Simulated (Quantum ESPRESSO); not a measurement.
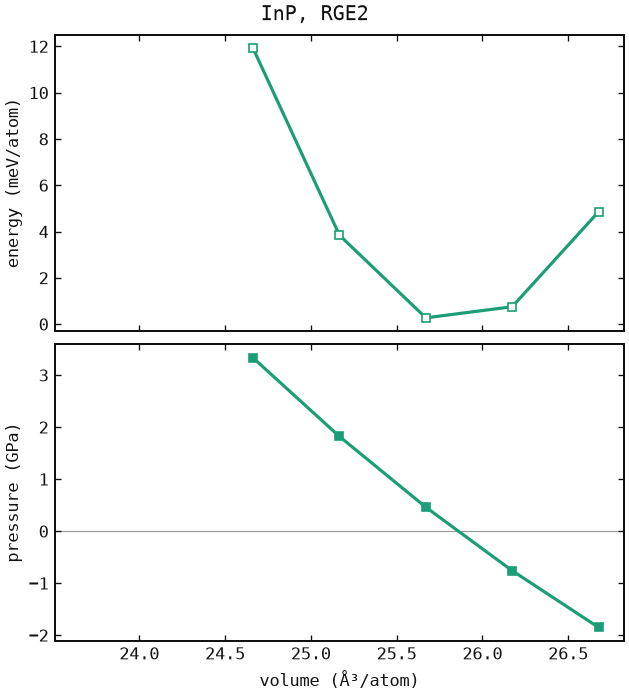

The plot gives the computed energy and pressure against volume for InP, space group F-43m (No. 216).

Cell as given: a = 4.144 Å, b = 4.144 Å, c = 4.144 Å, α = 60.00°, β = 60.00°, γ = 60.00°; 2 atoms.

Calculation (Quantum ESPRESSO 7.5): plane-wave DFT, no spin polarisation; energies at scaled volumes of the given cell, shape and fractions fixed, counted from the fit's minimum, third-order Birch-Murnaghan fit. Level: RGE2.

```
       setting                             value
        k mesh                             8×8×8
   occupations                       Fermi–Dirac
smearing width                           0.05 eV
    potentials  PseudoDojo 0.4.1 SR PBE standard
   wave cutoff                          952.4 eV
density cutoff                           3810 eV
```

The points at volume 23.66 Å³/atom and 24.16 Å³/atom are left out of the plot. What values does the calculation give there?

```json
{"volume (Å³/atom)": "23.66", "energy (meV/atom)": "43.75", "pressure (GPa)": "6.91"}
{"volume (Å³/atom)": "24.16", "energy (meV/atom)": "25.02", "pressure (GPa)": "5.02"}
```

Limits of the calculation: potentials made for another functional.
